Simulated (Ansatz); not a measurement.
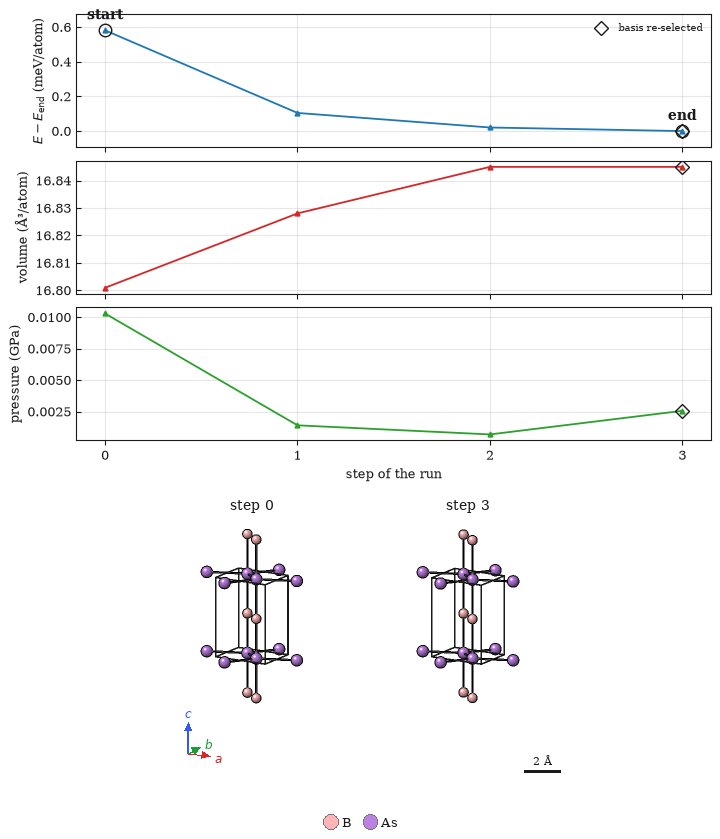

First and last geometry of a relaxation of crystalline BAs (a generated structure, set up in P6/mmm), with the history of the run. The picture is a ball-and-stick view of the cell of the calculation, seen slightly off an axis.

All numbers below come from DFT PBE, scalar-relativistic, plane waves, PAW in Ansatz 0.2.0. Set-up: plane-wave cutoff 420 eV; k-point mesh 12 × 12 × 10; occupations gaussian; smearing width 0.1 eV; no spin polarisation; cell and atoms relaxed; force threshold 0.01 eV/Å; at most 80 steps.

Q: What do the curves and the structures tell?

A: It converged. No atom moves by more than 0.005 Å relative to the cell. The volume changes by +0.3 %, with a = b 4.153 → 4.170 Å (+0.4 %), c 4.499 → 4.475 Å (−0.5 %). Among the contacts that change: As–B 2.249 → 2.237 Å, As–As 2.398 → 2.407 Å. The space group stays P6/mmm (No. 191). After 2 accepted moves (3 points after the start) the energy has fallen by 0.6 meV per atom. All forces vanish by symmetry, so only the cell relaxes. The pressure goes from 0.01 to 0.00 GPa. At 1 point the geometry stayed and the basis and grid were re-selected for the new cell (energy shift of less than 0.05 meV per atom at most each time).

| step | E − E(0), meV/atom | pressure, GPa | volume, Å³/atom | note |
| --- | --- | --- | --- | --- |
| 0 | 0.00 | 0.01 | 16.801 |  |
| 1 | -0.48 | 0.00 | 16.828 |  |
| 2 | -0.56 | 0.00 | 16.845 |  |
| 3 | -0.58 | 0.00 | 16.845 | same geometry, new basis |
